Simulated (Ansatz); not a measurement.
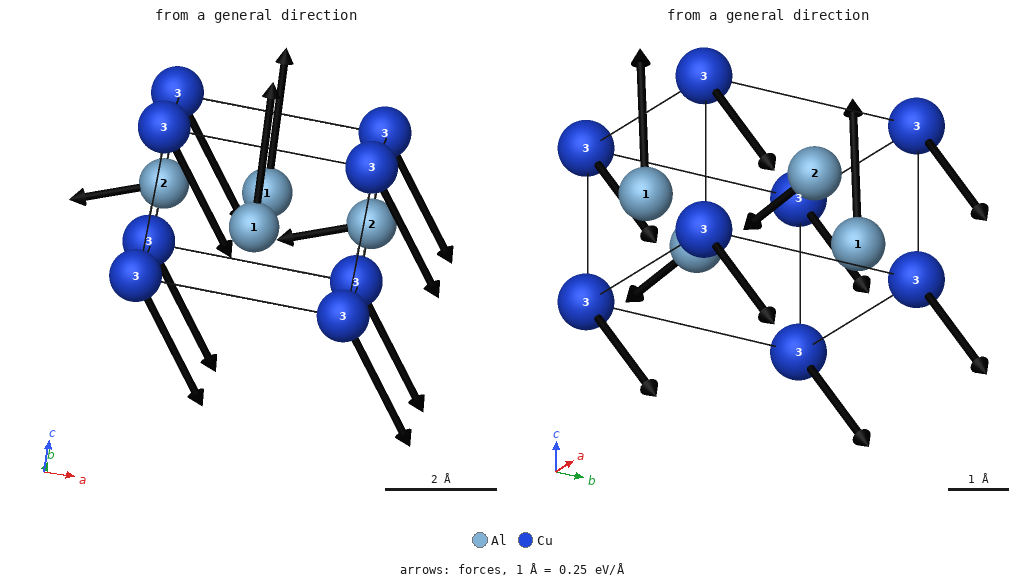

Crystal structure, spheres-only style, seen from two general directions. Lines trace the edges of the simulation cell. The arrows are the computed forces on the atoms.

System: Al2Cu. Calculation details: Ansatz, DFT PBEsol, scalar-relativistic, plane waves, PAW; plane waves up to 420 eV, 8×8×12 k-mesh, Gaussian smearing of 0.15 eV, no spin polarisation.

Question: Do the forces show a relaxed structure?

Answer: No. The atoms still feel forces of up to about 0.58 eV/Å, far above a usual threshold of 0.01 to 0.03 eV/Å.

Question: What is the average force on each element?

Answer: Mean magnitudes: about Al 0.45 eV/Å, Cu 0.58 eV/Å.

Its origin is a structure listed in the Materials Project. The cell was then strained or its atoms displaced on purpose. An electronic-structure calculation with Ansatz was run on it.
